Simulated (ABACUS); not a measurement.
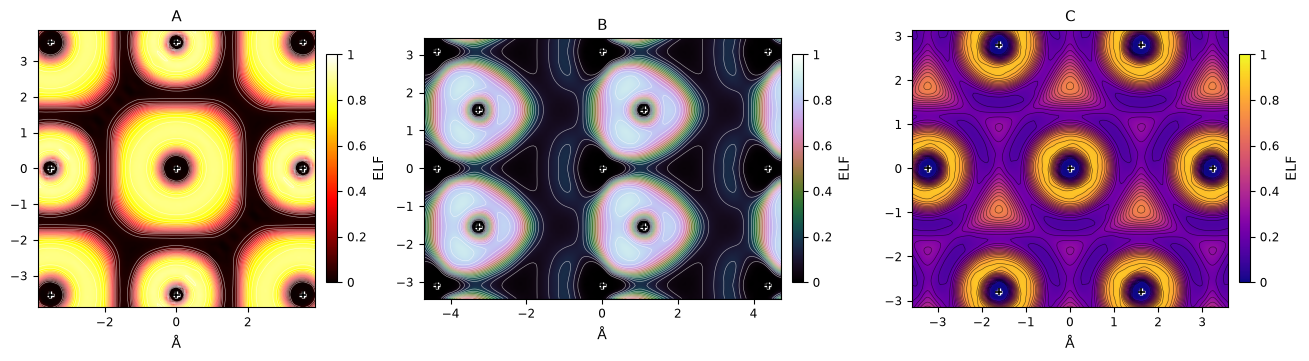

The electron localisation function of 3 systems, each on a plane through atoms (crosses mark nuclei in the plane).

The calculation used Kohn-Sham DFT of a periodic cell, PBEsol, PseudoDojo NC SR 0.4.1 PBEsol standard (ABACUS).

System 1: Zr, the (001) plane of the conventional cell. Space group P6₃/mmc; computed pressure about −3 GPa in this cell.

```
Zr
1.0
     3.23200    0.00000    0.00000
    -1.61600    2.79899    0.00000
     0.00000    0.00000    5.14700
Zr
2
Direct
  0.66667 0.33333 0.75000
  0.33333 0.66667 0.25000
```

System 2: KI, the (001) plane of the conventional cell. Space group Fm-3m.

```xyz
8
Lattice="7.0655 0.0000 0.0000 0.0000 7.0655 0.0000 0.0000 0.0000 7.0655" Properties=species:S:1:pos:R:3 pbc="T T T"
I     3.5328    0.0000    0.0000
I     0.0000    3.5328    0.0000
I     0.0000    0.0000    3.5328
I     3.5328    3.5328    3.5328
K     0.0000    0.0000    0.0000
K     3.5328    3.5328    0.0000
K     3.5328    0.0000    3.5328
K     0.0000    3.5328    3.5328
```

System 3: AlN, the (101) plane of the conventional cell. Space group F-43m; a structure from a database of computed crystals, not necessarily the ambient phase.

Q: Which map belongs to which system?

A: Panel A is system 2, KI: the plane holds I and K. K–I (3.53 Å): the ELF is about 0.25 at the midpoint and 0.05 at its lowest between the atoms; a closed-shell, largely ionic contact. Panel B is system 3, AlN: the plane holds Al and N. Al–N (1.89 Å): the ELF peaks at about 0.90 in the valence shell of N, 0.7 Å from its nucleus, and is about 0.85 at the midpoint. Panel C is system 1, Zr: the plane holds Zr. Zr–Zr (3.23 Å): the ELF is about 0.25 at the midpoint: no localised pair shows between them.
